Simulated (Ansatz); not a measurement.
System: TiN (slab).

```
CELL_PARAMETERS angstrom
2.97263 0.00000 0.00000
0.00000 4.20393 0.00000
0.00000 0.00000 25.40421
ATOMIC_POSITIONS crystal
Ti 0.50000 0.50000 0.30238
N 0.50000 0.00000 0.29647
Ti 0.00000 0.00000 0.35014
N 0.00000 0.50000 0.35305
Ti 0.50000 0.50000 0.41268
N 0.50000 0.00000 0.41275
Ti 0.00000 0.00000 0.47099
N 0.00000 0.50000 0.47085
Ti 0.50000 0.50000 0.52901
N 0.50000 0.00000 0.52915
Ti 0.00000 0.00000 0.58732
N 0.00000 0.50000 0.58725
Ti 0.50000 0.50000 0.64986
N 0.50000 0.00000 0.64695
Ti 0.00000 0.00000 0.69762
N 0.00000 0.50000 0.70353
```

Computed without spin polarisation.

Theory: Ansatz 0.2.0, DFT PBEsol, scalar-relativistic, plane waves, PAW.

What will maps of the valence pseudo-density and electron localisation function show?

Answer. Ti–Ti (2.80 Å): ρ at the midpoint is about 0.25 e/Å³; the ELF is about 0.20 at the midpoint; no localised pair shows between them.
Ti–N (2.11 Å): ρ is about 0.54 e/Å³ halfway; the ELF peaks at about 0.80 in the valence shell of N, 0.6 Å from its nucleus, and is about 0.20 at the midpoint; no localised pair shows between them.

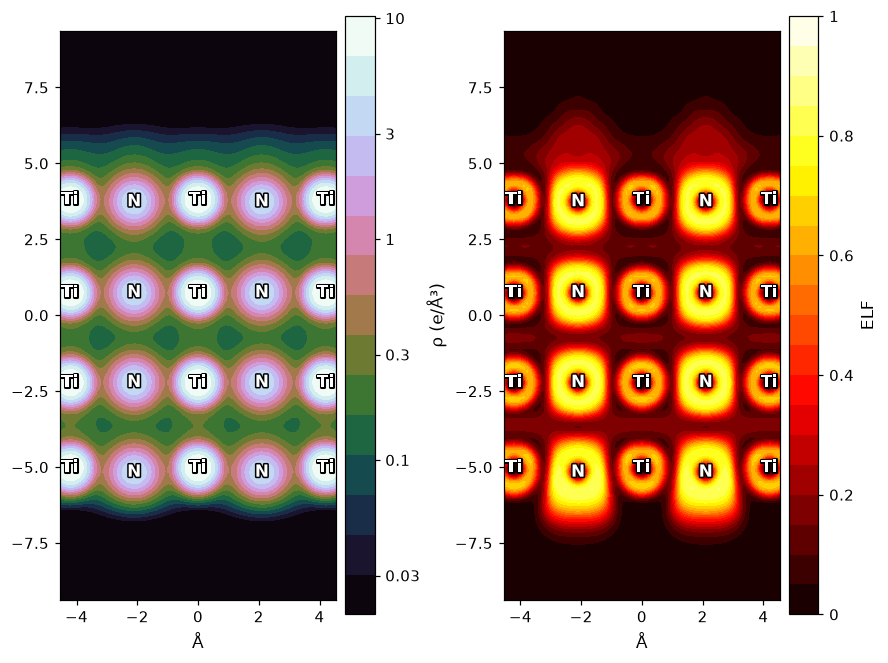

Computed valence pseudo-density and electron localisation function on the (100) plane of the calculation cell, a cut from vacuum to vacuum, in this order. 

In a PAW calculation such maps are meaningful between the atoms, not at the nuclei.
